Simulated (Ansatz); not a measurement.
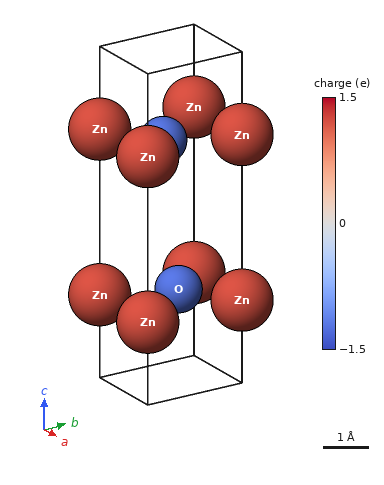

We look at a spheres-only model of the crystal slightly off an axis. The wireframe shows the simulation cell. The atoms of this ZnO cell are coloured by their Bader charge.

All computed values are from DFT PBE, scalar-relativistic, plane waves, PAW in Ansatz 0.2.0. Settings: wavefunction cutoff 420 eV, a 12×12×4 mesh of k-points, Gaussian smearing of 0.02 eV, no spin polarisation.

**Which way does the charge move?**

Most positive: Zn; most negative: O. Charges: about Zn +1.2 e; O -1.2 e. The transfer is large, as in an ionic solid.

The structure was taken from a structure listed in the Materials Project. Earlier steps of the study, as a rule a relaxation of our own, may have changed the cell and positions, so they can lie some per cent off the listed ones. A calculation with Ansatz used it as input.
